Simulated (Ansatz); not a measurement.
System: Si6C (slab).

Input file:

```
crystal:
  lattice:
    - [3.8417168285, 0.0, 0.0]
    - [0.0, 3.8417168285, 0.0]
    - [0.0, 0.0, 25.7912600521]
  atoms:
    - { symbol: Si, position: [0.0, 0.5, 0.3295690084] }
    - { symbol: Si, position: [0.0, 0.0, 0.3822322752] }
    - { symbol: Si, position: [0.5, 0.0, 0.4348955421] }
    - { symbol: Si, position: [0.5, 0.5, 0.4872505114] }
    - { symbol: Si, position: [0.0, 0.5, 0.5400001596] }
    - { symbol: Si, position: [0.0, 0.0, 0.5916358883] }
    - { symbol: C, position: [0.5, 0.5, 0.5598421722], spin: 2.0 }
basis:
  ecutwfc: 420
kpoints:
  mp_grid: { grid: [8, 8, 1] }
hamiltonian:
  xc: pbesol
scf:
  occupations: { method: gaussian, width: 0.05 }
output:
  forces: true
  eigenvalues: true
  populations: true
  write_density: true
  write_potential: true
  elf: true
  volumetric_format: npy
magnetization:
  spin_polarized: true
relax:
  adjacent_minimum: "off"
  f_tol: 0.03
  max_steps: 70
  constraints: [{ sites: [0, 1, 2] }]
efield:
  axis: 3
  dipole_correction: true
  ramp_width: 0.04
```

Command:

```sh
ansatz run input.yaml --threads 1 --pin off --max-ram 2560MiB --backend cpu --events-out ev --progress --plain --runs-dir out
```

The fields are those of the relaxed geometry.

The program warned that a starting moment wasn't kept; spin-polarised, but the moments vanished.

Computed with Ansatz, DFT PBEsol, scalar-relativistic, plane waves, PAW.

Predict the valence pseudo-density and electron localisation function between the atoms.

Si–C (1.92 Å): ρ at the midpoint is about 0.78 e/Å³; the ELF peaks at about 0.85 between the atoms.
Si–Si (2.33 Å): ρ at the midpoint is about 0.58 e/Å³; the ELF peaks at about 0.95 between the atoms.

Does the calculation make it a metal, or give it a gap?

It is gapless in this calculation (a metal or semimetal).

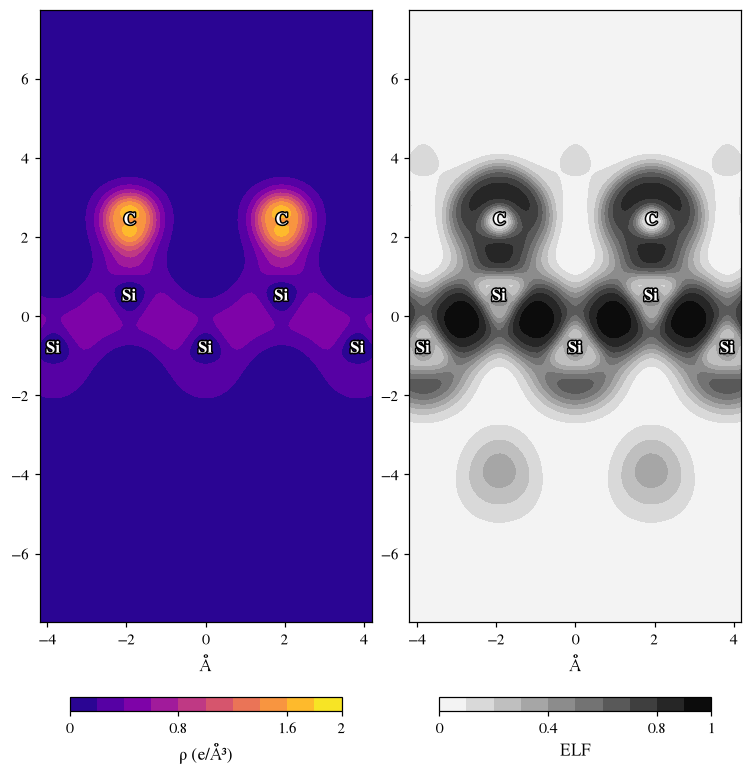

Computed valence pseudo-density and electron localisation function on the (100) plane of the calculation cell, a cut from vacuum to vacuum, in this order. 

The density is the valence pseudo-density of a PAW calculation; it isn't the true density close to the nuclei.
